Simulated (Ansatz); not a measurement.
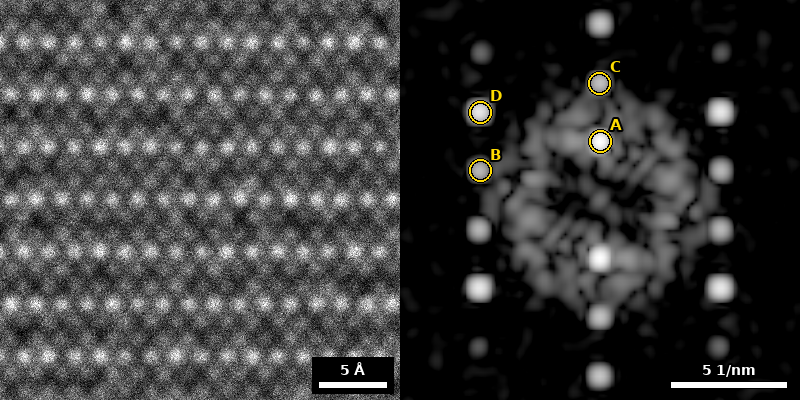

iDPC-like image of Ti (P6_3/mmc, No. 194) along [201]. Simulated as the projected potential of neutral atoms (B = 0.5 Å²) blurred by a 0.84 Å probe, the thin-sample limit of integrated differential phase contrast. Shot noise and the speckle of an amorphous layer were added. Structure used: coordinates from a relaxation with Ansatz 0.2.0, DFT PBEsol, scalar-relativistic, plane waves, PAW; the starting structure was generated, so it need not be a known form of this composition.

The right panel is the modulus of the image's Fourier transform on a logarithmic scale.

a = 4.529 Å, b = 4.529 Å, c = 4.207 Å, α = 90.00°, β = 90.00°, γ = 120.00°

Index the marked spots and give their plane spacings (the zone axis points at the viewer; indices equivalent by symmetry, or all signs reversed, are as good).

A: (010), d = 3.92 Å; B: (-1 1 2), d = 1.85 Å; C: (020), d = 1.96 Å; D: (-1 2 2), d = 1.54 Å. A and B enclose 76°, and every spot obeys the zone law hu + kv + lw = 0 for [201].
